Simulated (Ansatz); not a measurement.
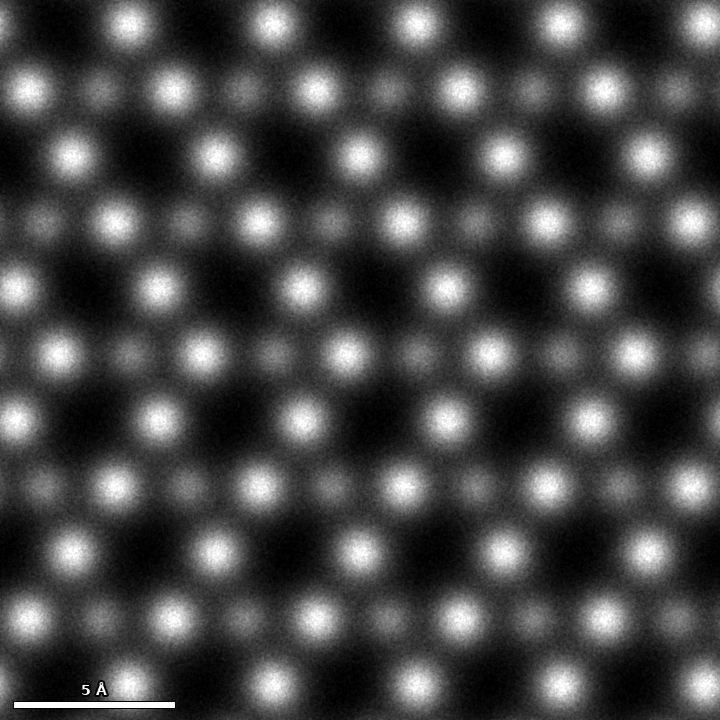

iDPC-like image of Si (Cmmm, No. 65) along [001]. Simulated as the projected potential of neutral atoms (B = 0.5 Å²) blurred by a 0.88 Å probe, the thin-sample limit of integrated differential phase contrast. Shot noise was added.

One planar defect was built into the perfect crystal by geometry alone, without relaxation. Host structure: the end point of a relaxation with DFT PBE, scalar-relativistic, plane waves, PAW (Ansatz); the starting structure was generated, so it need not be a known form of this composition.

Where does the periodic pattern break, and how?

A twin boundary runs horizontally about 11 Å below the top edge. The part above it is the mirror image of the part below, so slanted rows of columns change direction there; the row on the boundary belongs to both.
